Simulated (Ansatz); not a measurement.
## Run report: Pt, geometry relaxation (part 4 of 5)

Pt (defect cell, 28 atoms in the cell); DFT, PBE, plane waves, PAW, no spin polarisation (Ansatz 0.2.0); cutoff 420 eV, 1×1×1 k-mesh, Gaussian smearing of 0.1 eV. The structure derives from a Materials Project entry. The run did not end well. It belongs to a series of runs on one base structure; here: Pt interstitial, charge +0, atoms relaxed at the host's cell. The settings are looser than a standard set-up, so the numbers are not reference values.

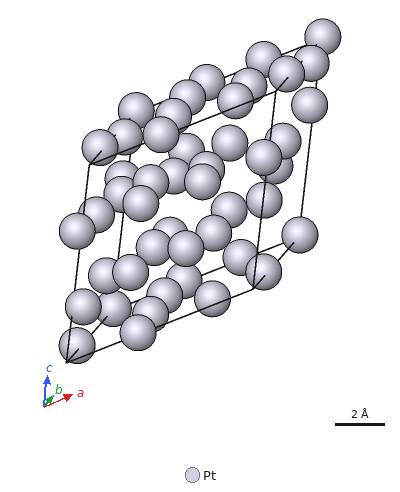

Figure 1. The geometry at step 25 of the log (spheres-only view of the cell of the calculation, seen slightly off an axis).

**Trajectory as extended XYZ, continued**
```
28
Lattice="-5.9553 5.9553 0.0000 -5.9553 0.0000 5.9553 0.0000 5.9553 5.9553" Properties=species:S:1:pos:R:3:forces:R:3 step=19 energy=-350636.72238
Pt    0.1850    0.1772   -0.1901   -0.0290  -0.0856   0.0226
Pt   -2.1564    2.3136   -0.0960   -0.0193  -0.0270   0.0319
Pt   -1.9929   -0.1762    2.1827    0.0042   0.0285  -0.0073
Pt   -0.5168    1.7523    1.7403   -0.0658   0.0381  -0.0931
Pt   -3.8969    4.2563   -0.0710    0.0078   0.0070   0.0668
Pt   -4.2784    2.2418    2.2471   -0.0395   0.0482  -0.0141
Pt   -2.1041    3.6521    2.3534   -0.0561   0.0351  -0.0242
Pt   -4.1522   -0.0376    3.6222    0.0308   0.0162   0.0654
Pt   -1.4980    1.9831    4.1600   -0.0063  -0.0528   0.0090
Pt    0.1717    3.8950    4.0568   -0.0161   0.0486  -0.0033
Pt   -5.9039    4.2120    1.5043   -0.0398  -0.0333  -0.0202
Pt   -3.7452    5.5137    2.3743   -0.0670   0.0753  -0.0583
Pt   -6.1024    2.3437    4.1270   -0.0266  -0.0251   0.0902
Pt   -4.2248    4.1469    4.4026    0.0648  -0.0388  -0.0827
Pt   -1.7911    6.1308    3.9900    0.0080  -0.0167   0.1529
Pt   -3.7558    1.7946    5.1971   -0.0015   0.0745  -0.0145
Pt   -1.9915    3.9150    5.9094    0.0132   0.0478  -0.0222
Pt   -8.1853    3.9360    3.8840    0.0511  -0.0806  -0.0696
Pt   -6.0095    5.8666    3.8991    0.0431  -0.0217   0.0280
Pt   -4.0525    7.7881    4.2167   -0.0300   0.0695  -0.0231
Pt   -6.2090    4.0181    6.1189    0.0517   0.0566   0.0393
Pt   -3.4483    6.0874    6.0213    0.0042  -0.0505  -0.0297
Pt   -4.0855    4.3135    7.6583    0.0233   0.0233  -0.0205
Pt   -8.0059    6.0278    6.1254   -0.0058  -0.0461   0.0178
Pt   -5.6637    7.3931    6.1267    0.0584   0.0425   0.0466
Pt   -6.2000    5.6959    8.0523    0.0513  -0.0725  -0.1091
Pt   -7.4358    8.0729    7.8734   -0.0375  -0.0044  -0.0001
Pt   -9.9772    7.8445    7.6088    0.0283  -0.0562   0.0217
28
Lattice="-5.9553 5.9553 0.0000 -5.9553 0.0000 5.9553 0.0000 5.9553 5.9553" Properties=species:S:1:pos:R:3:forces:R:3 step=21 energy=-350636.74245
Pt    0.1759    0.1693   -0.1737    0.0177   0.0147   0.0182
Pt   -2.1702    2.3335   -0.0924   -0.0164   0.0438   0.0630
Pt   -1.9753   -0.1557    2.1834   -0.0288  -0.0163  -0.0307
Pt   -0.5289    1.7966    1.7236    0.0332  -0.0184   0.0257
Pt   -3.8982    4.2612   -0.0659   -0.0134  -0.0205  -0.0183
Pt   -4.3138    2.2453    2.2634   -0.0295   0.0142   0.0068
Pt   -2.1492    3.6683    2.3929   -0.0306  -0.0316  -0.0188
Pt   -4.1359   -0.0342    3.6344    0.0230  -0.0381   0.0146
Pt   -1.4882    1.9733    4.1647    0.0098  -0.0415   0.0162
Pt    0.1848    3.8918    4.0425   -0.0126   0.0241  -0.0063
Pt   -5.9175    4.2027    1.5012    0.0462  -0.0066   0.0101
Pt   -3.7848    5.5431    2.3625    0.0297  -0.0037   0.0125
Pt   -6.1223    2.3099    4.1672   -0.0300  -0.0181  -0.0324
Pt   -4.2187    4.1385    4.3706    0.0111  -0.0040   0.0032
Pt   -1.7825    6.0662    3.9903    0.0227   0.0173  -0.0363
Pt   -3.7502    1.8061    5.1932    0.0036   0.0229   0.0142
Pt   -1.9831    3.9210    5.8942   -0.0102  -0.0304   0.0376
Pt   -8.1847    3.9171    3.8566    0.0075  -0.0023  -0.0079
Pt   -6.0110    5.8663    3.9189   -0.0167  -0.0138   0.0060
Pt   -4.0475    7.7818    4.2084   -0.0275   0.0010  -0.0028
Pt   -6.1871    4.0249    6.1149    0.0077   0.0412  -0.0265
Pt   -3.4361    6.0821    6.0090    0.0097  -0.0186  -0.0084
Pt   -4.0621    4.3261    7.6607   -0.0288  -0.0125   0.0114
Pt   -8.0014    6.0172    6.1237    0.0022  -0.0126  -0.0225
Pt   -5.6461    7.3984    6.1308    0.0275   0.0180  -0.0014
Pt   -6.1815    5.6861    8.0404   -0.0071   0.0538   0.0140
Pt   -7.4323    8.0581    7.8796   -0.0022   0.0031  -0.0157
Pt   -9.9783    7.8633    7.5997    0.0022   0.0349  -0.0255
28
Lattice="-5.9553 5.9553 0.0000 -5.9553 0.0000 5.9553 0.0000 5.9553 5.9553" Properties=species:S:1:pos:R:3:forces:R:3 step=22 energy=-350636.74420
Pt    0.1817    0.1684   -0.1629   -0.0140   0.0516  -0.0006
Pt   -2.1756    2.3395   -0.0795    0.0458   0.0574  -0.0157
Pt   -1.9790   -0.1564    2.1777    0.0166  -0.0224   0.0370
Pt   -0.5276    1.7953    1.7269   -0.0037  -0.0241  -0.0123
Pt   -3.9006    4.2603   -0.0732   -0.0029   0.0036  -0.0435
Pt   -4.3247    2.2443    2.2722    0.0170  -0.0276   0.0084
Pt   -2.1584    3.6588    2.3855    0.0264   0.0065   0.0629
Pt   -4.1321   -0.0406    3.6434    0.0076  -0.0115  -0.0155
Pt   -1.4887    1.9639    4.1661    0.0279   0.0009   0.0150
Pt    0.1669    3.8999    4.0423   -0.0123  -0.0316  -0.0336
Pt   -5.9115    4.1999    1.5067    0.0218   0.0251  -0.0083
Pt   -3.7749    5.5520    2.3619    0.0215  -0.0050   0.0088
Pt   -6.1277    2.3043    4.1724   -0.0234   0.0034   0.0277
Pt   -4.2099    4.1328    4.3583   -0.0215   0.0343   0.0418
Pt   -1.7733    6.0717    3.9956    0.0050  -0.0685  -0.0736
Pt   -3.7510    1.8091    5.1959   -0.0042  -0.0292  -0.0193
Pt   -1.9836    3.9154    5.9016   -0.0029   0.0184   0.0099
Pt   -8.1814    3.9084    3.8483   -0.0391   0.0092   0.0030
Pt   -6.0055    5.8625    3.9145   -0.0286   0.0252  -0.0114
Pt   -4.0515    7.7936    4.2092    0.0176  -0.0360   0.0374
Pt   -6.1817    4.0342    6.1078   -0.0080  -0.0410   0.0271
Pt   -3.4379    6.0784    5.9999    0.0342   0.0156   0.0055
Pt   -4.0662    4.3298    7.6619   -0.0500   0.0148  -0.0272
Pt   -7.9990    6.0123    6.1181   -0.0072   0.0221   0.0160
Pt   -5.6414    7.4062    6.1306   -0.0171  -0.0378  -0.0347
Pt   -6.1779    5.6916    8.0372   -0.0193   0.0280   0.0183
Pt   -7.4349    8.0531    7.8770    0.0160  -0.0056  -0.0246
Pt   -9.9786    7.8697    7.5997   -0.0032   0.0241   0.0013
28
Lattice="-5.9553 5.9553 0.0000 -5.9553 0.0000 5.9553 0.0000 5.9553 5.9553" Properties=species:S:1:pos:R:3:forces:R:3 step=24 energy=-350636.75114
Pt    0.1650    0.1739   -0.1538   -0.0136  -0.0209   0.0376
Pt   -2.1849    2.3664   -0.0576   -0.0296   0.0128   0.0247
Pt   -1.9693   -0.1591    2.1767   -0.0255  -0.0100  -0.0149
Pt   -0.5280    1.8076    1.7338    0.0092   0.0013   0.0077
Pt   -3.9187    4.2634   -0.0840   -0.0340  -0.0176  -0.0153
Pt   -4.3386    2.2337    2.2834   -0.0166  -0.0095   0.0099
Pt   -2.1722    3.6586    2.4277   -0.0087   0.0196  -0.0164
Pt   -4.1227   -0.0509    3.6454    0.0207  -0.0191   0.0119
Pt   -1.4850    1.9548    4.1829   -0.0036  -0.0036   0.0334
Pt    0.1725    3.8891    4.0166    0.0151   0.0243   0.0028
Pt   -5.9037    4.1997    1.5157    0.0209  -0.0194  -0.0063
Pt   -3.7798    5.5573    2.3559    0.0109  -0.0218  -0.0246
Pt   -6.1508    2.2952    4.1892    0.0113   0.0063  -0.0007
Pt   -4.2135    4.1383    4.3597    0.0116  -0.0215   0.0080
Pt   -1.7647    6.0378    3.9829   -0.0096   0.0547   0.0259
Pt   -3.7599    1.8119    5.1815   -0.0396   0.0091  -0.0228
Pt   -1.9707    3.9216    5.9031   -0.0097   0.0143  -0.0103
Pt   -8.1870    3.9015    3.8399    0.0069  -0.0150   0.0049
Pt   -6.0107    5.8621    3.9244   -0.0003  -0.0102   0.0012
Pt   -4.0338    7.7818    4.2005   -0.0147   0.0183  -0.0263
Pt   -6.1810    4.0393    6.1112    0.0004   0.0246  -0.0281
Pt   -3.4204    6.0836    5.9962   -0.0095  -0.0166  -0.0104
Pt   -4.0669    4.3350    7.6512    0.0278   0.0008   0.0152
Pt   -8.0039    6.0091    6.1138    0.0071  -0.0085   0.0011
Pt   -5.6269    7.4129    6.1198    0.0079   0.0220   0.0163
Pt   -6.1687    5.7063    8.0263    0.0072  -0.0011  -0.0110
Pt   -7.4285    8.0522    7.8654    0.0045  -0.0021  -0.0024
Pt   -9.9733    7.8753    7.5872    0.0536  -0.0113  -0.0109
28
Lattice="-5.9553 5.9553 0.0000 -5.9553 0.0000 5.9553 0.0000 5.9553 5.9553" Properties=species:S:1:pos:R:3:forces:R:3 step=25 energy=-350636.75595
Pt    0.1480    0.1747   -0.1383   -0.0102  -0.0350   0.0490
Pt   -2.1955    2.3893   -0.0333   -0.0381   0.0159   0.0303
Pt   -1.9645   -0.1623    2.1729   -0.0271  -0.0114  -0.0227
Pt   -0.5259    1.8145    1.7432    0.0260   0.0253  -0.0008
Pt   -3.9383    4.2647   -0.1011   -0.0225  -0.0492   0.0036
Pt   -4.3463    2.2209    2.2970   -0.0321  -0.0160   0.0267
Pt   -2.1791    3.6559    2.4545   -0.0303   0.0595  -0.0368
Pt   -4.1147   -0.0673    3.6502    0.0143  -0.0085  -0.0017
Pt   -1.4862    1.9458    4.1998    0.0036  -0.0115   0.0473
Pt    0.1657    3.8840    3.9965    0.0389   0.0420   0.0036
Pt   -5.8941    4.1924    1.5263    0.0183  -0.0103  -0.0025
Pt   -3.7765    5.5587    2.3490   -0.0084  -0.0555  -0.0463
Pt   -6.1679    2.2902    4.2035    0.0248  -0.0063  -0.0301
Pt   -4.2119    4.1394    4.3575    0.0206  -0.0408   0.0049
Pt   -1.7565    6.0313    3.9765   -0.0331   0.0749   0.0152
Pt   -3.7736    1.8106    5.1684   -0.0471   0.0221   0.0193
Pt   -1.9601    3.9316    5.9031   -0.0047   0.0109  -0.0047
Pt   -8.1880    3.8940    3.8323    0.0235  -0.0244   0.0203
Pt   -6.0102    5.8630    3.9276    0.0090  -0.0320   0.0088
Pt   -4.0225    7.7815    4.1930   -0.0267   0.0373  -0.0515
Pt   -6.1786    4.0475    6.1100   -0.0052   0.0232  -0.0358
Pt   -3.4133    6.0881    5.9893   -0.0158  -0.0268   0.0133
Pt   -4.0662    4.3366    7.6426    0.0682  -0.0152  -0.0018
Pt   -8.0074    6.0057    6.1127   -0.0095  -0.0406  -0.0215
Pt   -5.6164    7.4251    6.1117    0.0113   0.0426   0.0298
Pt   -6.1590    5.7177    8.0172   -0.0141   0.0086   0.0100
Pt   -7.4234    8.0488    7.8563    0.0117   0.0100   0.0013
Pt   -9.9640    7.8759    7.5765    0.0548   0.0114  -0.0268
28
Lattice="-5.9553 5.9553 0.0000 -5.9553 0.0000 5.9553 0.0000 5.9553 5.9553" Properties=species:S:1:pos:R:3:forces:R:3 step=27 energy=-350636.76257
Pt    0.1305    0.1726   -0.1237    0.0109  -0.0232   0.0464
Pt   -2.2012    2.4011   -0.0152    0.0070   0.0540   0.0037
Pt   -1.9623   -0.1635    2.1703   -0.0148  -0.0295  -0.0056
Pt   -0.5192    1.8188    1.7546    0.0186   0.0279  -0.0278
Pt   -3.9577    4.2571   -0.1168    0.0114  -0.0583   0.0094
Pt   -4.3415    2.2089    2.3073   -0.0634  -0.0036   0.0371
Pt   -2.1747    3.6580    2.4662   -0.0353   0.0883   0.0407
Pt   -4.1114   -0.0833    3.6514    0.0226   0.0068   0.0115
Pt   -1.4901    1.9433    4.2157    0.0202  -0.0374   0.0316
Pt    0.1586    3.8822    3.9841    0.0183   0.0253  -0.0145
Pt   -5.8876    4.1832    1.5372    0.0271   0.0179  -0.0141
Pt   -3.7739    5.5504    2.3404   -0.0349  -0.0656  -0.0711
Pt   -6.1738    2.2900    4.2078    0.0102   0.0044  -0.0282
Pt   -4.2088    4.1384    4.3594    0.0360  -0.0257   0.0027
Pt   -1.7584    6.0510    3.9718   -0.0274  -0.0002  -0.0674
Pt   -3.7891    1.8038    5.1585   -0.0188   0.0196   0.0551
Pt   -1.9522    3.9471    5.9001    0.0152   0.0086   0.0048
Pt   -8.1855    3.8909    3.8313    0.0158  -0.0199   0.0239
Pt   -6.0085    5.8646    3.9296    0.0001  -0.0237   0.0080
Pt   -4.0167    7.7859    4.1860   -0.0141   0.0256  -0.0235
Pt   -6.1761    4.0518    6.1067   -0.0180   0.0149   0.0069
Pt   -3.4159    6.0942    5.9861    0.0028  -0.0400   0.0366
Pt   -4.0632    4.3339    7.6356    0.0718  -0.0052  -0.0350
Pt   -8.0124    5.9989    6.1131   -0.0448  -0.0358  -0.0369
Pt   -5.6120    7.4378    6.1075    0.0021   0.0292   0.0215
Pt   -6.1552    5.7236    8.0126   -0.0423  -0.0014   0.0147
Pt   -7.4181    8.0468    7.8488    0.0082   0.0048  -0.0095
Pt   -9.9501    7.8709    7.5685    0.0153   0.0425  -0.0209
28
Lattice="-5.9553 5.9553 0.0000 -5.9553 0.0000 5.9553 0.0000 5.9553 5.9553" Properties=species:S:1:pos:R:3:forces:R:3 step=29 energy=-350636.78798
Pt    0.0861    0.1743   -0.0823    0.0482   0.0183   0.0139
Pt   -2.2133    2.4479    0.0425    0.0557   0.0069  -0.0056
Pt   -1.9471   -0.1592    2.1652    0.0095  -0.0058   0.0123
Pt   -0.5021    1.8515    1.7871   -0.0094   0.0430  -0.0498
Pt   -4.0202    4.2202   -0.1593   -0.0037  -0.0923   0.0039
Pt   -4.3485    2.1827    2.3446   -0.0290   0.0238   0.0291
Pt   -2.1786    3.6706    2.5327   -0.0254   0.0830   0.0509
Pt   -4.0984   -0.1227    3.6576   -0.0227   0.0242  -0.0700
Pt   -1.4964    1.9231    4.2684   -0.0005  -0.0734   0.0155
Pt    0.1484    3.8668    3.9421    0.0082  -0.0268   0.0188
Pt   -5.8802    4.1626    1.5683   -0.0383   0.0480   0.0040
Pt   -3.7887    5.5255    2.2967   -0.0506  -0.1058  -0.0784
Pt   -6.2014    2.2833    4.2239   -0.0168  -0.0098  -0.0406
Pt   -4.1920    4.1396    4.3654    0.0519   0.0006  -0.0029
Pt   -1.7664    6.0811    3.9432   -0.0158   0.0089  -0.0674
Pt   -3.8297    1.7921    5.1351    0.0152   0.0158   0.0828
Pt   -1.9218    3.9909    5.8878    0.0304   0.0074   0.0123
Pt   -8.1806    3.8829    3.8265   -0.0052   0.0150   0.0402
Pt   -6.0045    5.8625    3.9448    0.0065  -0.0191   0.0118
Pt   -3.9883    7.7892    4.1627    0.0259  -0.0203  -0.0159
Pt   -6.1595    4.0654    6.0964    0.0099  -0.0046   0.0034
Pt   -3.4080    6.1153    5.9801   -0.0066   0.0079   0.0387
Pt   -4.0478    4.3351    7.6133    0.0382   0.0147   0.0001
Pt   -8.0364    5.9667    6.1005   -0.0271  -0.0272  -0.0373
Pt   -5.5885    7.4709    6.0949    0.0052   0.0259   0.0049
Pt   -6.1480    5.7357    7.9929   -0.0607  -0.0273   0.0306
Pt   -7.4016    8.0349    7.8179    0.0333  -0.0096  -0.0256
Pt   -9.9128    7.8693    7.5461   -0.0265   0.0785   0.0204
28
Lattice="-5.9553 5.9553 0.0000 -5.9553 0.0000 5.9553 0.0000 5.9553 5.9553" Properties=species:S:1:pos:R:3:forces:R:3 step=30 energy=-350636.80601
Pt    0.0826    0.1888   -0.0670   -0.0009  -0.0937   0.0282
Pt   -2.2027    2.4761    0.0724   -0.0375  -0.0476  -0.0298
Pt   -1.9399   -0.1387    2.1743   -0.0540   0.0457   0.0547
Pt   -0.4940    1.8844    1.8032    0.0328  -0.0128  -0.0003
Pt   -4.0664    4.1713   -0.1843   -0.0485  -0.0803   0.0992
Pt   -4.3581    2.1910    2.3655    0.0447  -0.0202   0.0049
Pt   -2.1787    3.6835    2.5876   -0.0465  -0.0013  -0.1551
Pt   -4.1113   -0.1313    3.6605   -0.0250   0.0803  -0.0918
Pt   -1.5048    1.8882    4.3005   -0.0897   0.0605  -0.0394
Pt    0.1418    3.8356    3.9275    0.0157  -0.0234   0.0255
Pt   -5.9037    4.1639    1.5863   -0.0143  -0.0105  -0.0029
Pt   -3.8116    5.4966    2.2435    0.0368  -0.0370  -0.0282
Pt   -6.2176    2.2855    4.2177    0.0285   0.0301   0.0010
Pt   -4.1599    4.1459    4.3703   -0.0240   0.0451   0.0062
Pt   -1.7770    6.1012    3.9225   -0.0171   0.0438   0.0062
Pt   -3.8487    1.7932    5.1388   -0.0163  -0.0285  -0.0437
Pt   -1.9035    4.0176    5.8759    0.0142  -0.0350   0.0115
Pt   -8.1844    3.8916    3.8320   -0.0034   0.0320   0.0238
Pt   -5.9904    5.8541    3.9525    0.0558  -0.0360  -0.0182
Pt   -3.9562    7.7797    4.1518    0.0053   0.0054  -0.0041
Pt   -6.1292    4.0691    6.0826   -0.0241   0.0149  -0.0924
Pt   -3.3967    6.1353    5.9903   -0.0141  -0.0331  -0.0037
Pt   -4.0368    4.3461    7.6105    0.0434   0.0176   0.0812
Pt   -8.0584    5.9287    6.0758    0.0260  -0.0185   0.0413
Pt   -5.5698    7.4831    6.0886    0.0128   0.0377   0.0671
Pt   -6.1634    5.7207    7.9792    0.0342   0.0777   0.0461
Pt   -7.3913    8.0171    7.7877    0.0003   0.0267  -0.0250
Pt   -9.8963    7.8802    7.5487    0.0646  -0.0395   0.0378
28
Lattice="-5.9553 5.9553 0.0000 -5.9553 0.0000 5.9553 0.0000 5.9553 5.9553" Properties=species:S:1:pos:R:3:forces:R:3 step=32 energy=-350636.81884
Pt    0.0882    0.1727   -0.0709    0.0205   0.0035  -0.0149
Pt   -2.1897    2.4647    0.0614    0.0078   0.0151   0.0145
Pt   -1.9580   -0.1187    2.1988   -0.0083   0.0149  -0.0128
Pt   -0.4852    1.8767    1.7952   -0.0130  -0.0220   0.0129
Pt   -4.0831    4.1405   -0.1733   -0.0299   0.0069  -0.0104
Pt   -4.3531    2.2023    2.3697    0.0092  -0.0055  -0.0080
Pt   -2.1689    3.6808    2.5618    0.0095  -0.0186  -0.0110
Pt   -4.1362   -0.1220    3.6679   -0.0182  -0.0073   0.0277
Pt   -1.5168    1.8835    4.2921   -0.0041   0.0088   0.0072
Pt    0.1361    3.8239    3.9280    0.0021   0.0194  -0.0003
Pt   -5.9244    4.1715    1.6005   -0.0070   0.0145   0.0612
Pt   -3.8064    5.4814    2.2154    0.0012  -0.0079  -0.0237
Pt   -6.2165    2.2980    4.2115   -0.0277   0.0059  -0.0194
Pt   -4.1445    4.1572    4.3656    0.0015   0.0020  -0.0007
Pt   -1.7815    6.1077    3.9163    0.0163  -0.0195   0.0412
Pt   -3.8552    1.7987    5.1469    0.0053  -0.0120  -0.0336
Pt   -1.9063    4.0112    5.8743    0.0075  -0.0132  -0.0142
Pt   -8.1933    3.9126    3.8519    0.0074   0.0091   0.0099
Pt   -5.9708    5.8632    3.9384    0.0240  -0.0143  -0.0029
Pt   -3.9469    7.7750    4.1572    0.0041   0.0046  -0.0284
Pt   -6.1218    4.0758    6.0726    0.0159   0.0033  -0.0090
Pt   -3.3914    6.1300    5.9966   -0.0364   0.0054   0.0007
Pt   -4.0320    4.3495    7.6256   -0.0019  -0.0246  -0.0103
Pt   -8.0626    5.9231    6.0726    0.0057   0.0118   0.0071
Pt   -5.5665    7.4849    6.0921   -0.0076   0.0022   0.0320
Pt   -6.1667    5.7192    7.9791    0.0103   0.0269  -0.0283
Pt   -7.3877    8.0157    7.7858   -0.0027  -0.0201   0.0098
Pt   -9.8849    7.8792    7.5617    0.0086   0.0106   0.0038
```
